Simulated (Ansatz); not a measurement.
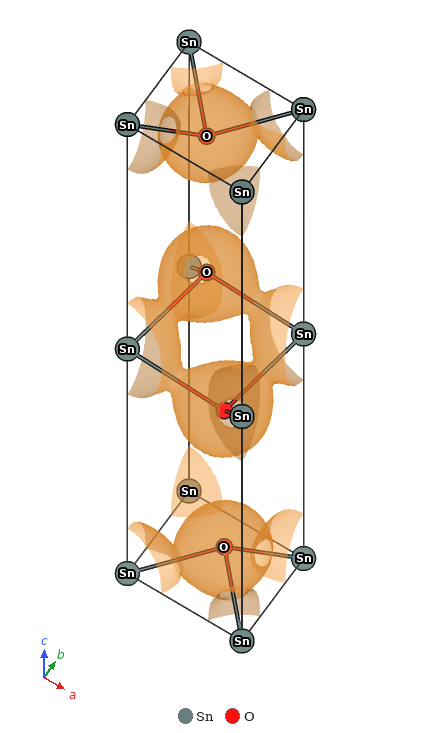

*SnO2. Isosurface of the valence charge density (pseudo) at 0.5 e/Å³ (orange), seen at an oblique angle. Sticks mark near contacts.*

Space group P6₃/mmc; a structure from a database of computed crystals, not necessarily the ambient phase; changed on purpose from its base cell (shift of O3 along [0 0 1], its symmetry partners moved alike: +0.000 A in the relaxed cell; c/a of the conventional cell at fixed volume 2.8832); computed pressure about −6 GPa in this cell.

Theory: Ansatz, DFT PBE+D3(BJ), scalar-relativistic, plane waves, PAW.

The density is the valence pseudo-density of a PAW calculation; it isn't the true density close to the nuclei.

> Which contacts does the surface bridge?

At this value the density is joined into sheets; it holds about 80 % of the electrons treated as valence (semicore included). It bridges the shortest Sn–O (2.14 Å) contacts, where the density stays above the isovalue. On the grid the lowest density along these lines, outside the cores, is 0.58 e/Å³ (Sn–O, 2.14 Å).

> Metal or insulator at this level of theory?

It is gapped, with a Kohn–Sham gap of 1.2 eV on the k-point mesh, an upper bound to the gap of this method.
